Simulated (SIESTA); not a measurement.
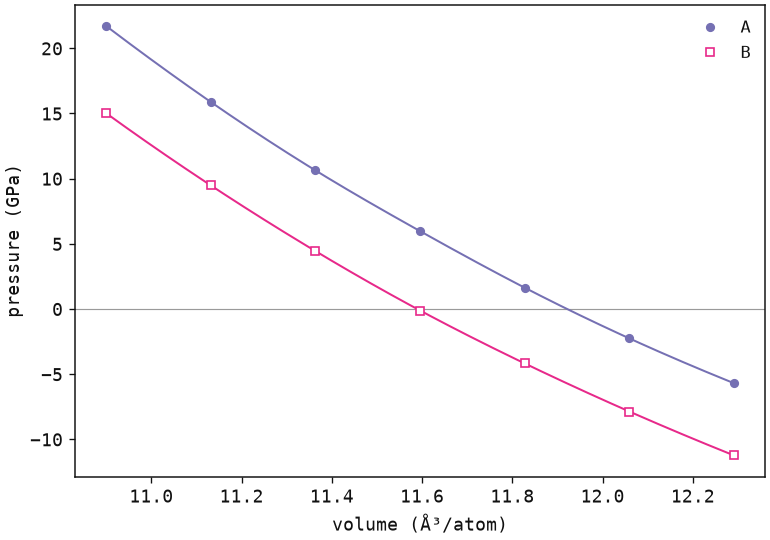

Plotted: pressure against volume, with one curve for each functional, for Ti₂O (space group P-3m1). The labels are replaced by letters. In alphabetical order the cases are: LDA; PBEsol.

Calculation (SIESTA 5.4.2): DFT in numerical atomic orbitals with pseudopotentials, no spin polarisation; energies at scaled volumes of the given cell, shape and fractions fixed, counted from the fit's minimum, third-order Birch-Murnaghan fit. All runs: no spin polarisation.

```csv
setting,value
k mesh,10×10×6
occupations,Fermi–Dirac
smearing width,0.05 eV
potentials,"PseudoDojo 0.4 standard, converted to PSML, two zetas on semicore shells"
```

### Which letter stands for which functional?

A: PBEsol; B: LDA.

Note: mulliken charges of long orbitals; shape and atomic fractions are frozen while scaling, which makes layered, chain and framework solids too stiff.
